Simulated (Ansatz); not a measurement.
Cd4Se

The calculation's input:

```
crystal:
  lattice:
    - [4.3788754511, 0.0, 0.0]
    - [0.0, 4.3788754511, 0.0]
    - [0.0, 0.0, 14.0750050756]
  atoms:
    - { symbol: Cd, position: [0.0, 0.0, 0.0] }
    - { symbol: Cd, position: [0.5, 0.5, 0.0] }
    - { symbol: Cd, position: [0.0, 0.5, 0.5212268731] }
    - { symbol: Cd, position: [0.5, 0.0, 0.4787731269] }
    - { symbol: Cd, position: [0.0, 0.0, 0.3174649309] }
    - { symbol: Cd, position: [0.5, 0.5, 0.3174649309] }
    - { symbol: Cd, position: [0.5, 0.5, 0.6825350691] }
    - { symbol: Cd, position: [0.0, 0.0, 0.6825350691] }
    - { symbol: Se, position: [0.0, 0.5, 0.1223290818] }
    - { symbol: Se, position: [0.5, 0.0, 0.8776709182] }
basis:
  ecutwfc: 420
kpoints:
  mp_grid: { grid: [8, 8, 4] }
hamiltonian:
  xc: pbe
scf:
  occupations: { method: gaussian, width: 0.1 }
output:
  forces: true
  stress: true
  eigenvalues: true
  write_density: true
  write_potential: true
  elf: true
  volumetric_format: npy
relax:
  adjacent_minimum: "off"
  f_tol: 0.01
  max_steps: 80
  cell: { stress_tol: 0.05 }
```

Launched as:

```sh
ansatz run input.yaml --threads 1 --pin off --max-ram 2560MiB --backend cpu --events-out ev --progress --plain --runs-dir out
```

Below, planes, directions and counts refer to the conventional cell (a = 4.45 Å, b = 4.45 Å, c = 14.00 Å, α = 90.00°, β = 90.00°, γ = 90.00°).

The fields are those of the run's last geometry, not of the input's.

Space group P4/nmm; a generated structure, not necessarily the stable one.

The calculation used Ansatz 0.2.0, DFT PBE, scalar-relativistic, plane waves, PAW.

> What will maps of the valence pseudo-density and electron localisation function show?

Cd–Se (2.76 Å): ρ is about 0.31 e/Å³ halfway; the ELF is about 0.35 at the midpoint and 0.15 at its lowest between the atoms.

> Does the calculation make it a metal, or give it a gap?

It is metallic or semimetallic at this level of theory: no gap opens.

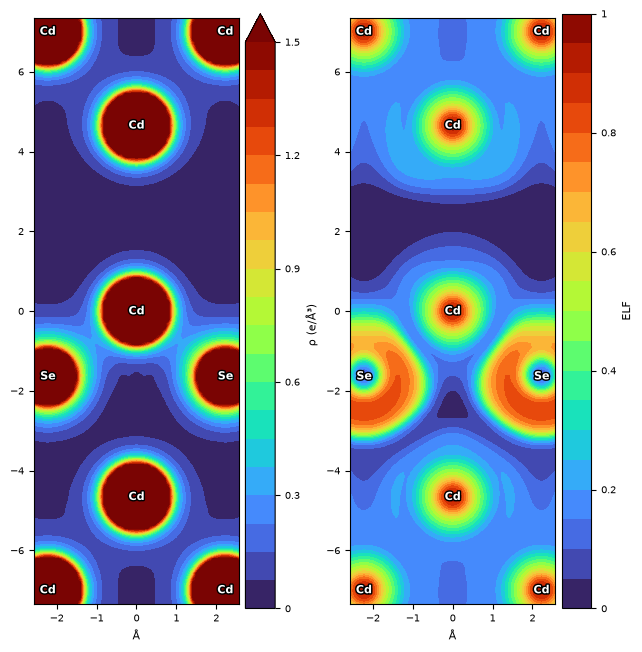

Computed valence pseudo-density and electron localisation function on the (010) plane of the conventional cell, in this order. 

Core electrons are frozen (PAW), and the valence fields are smoothed inside the atomic spheres.
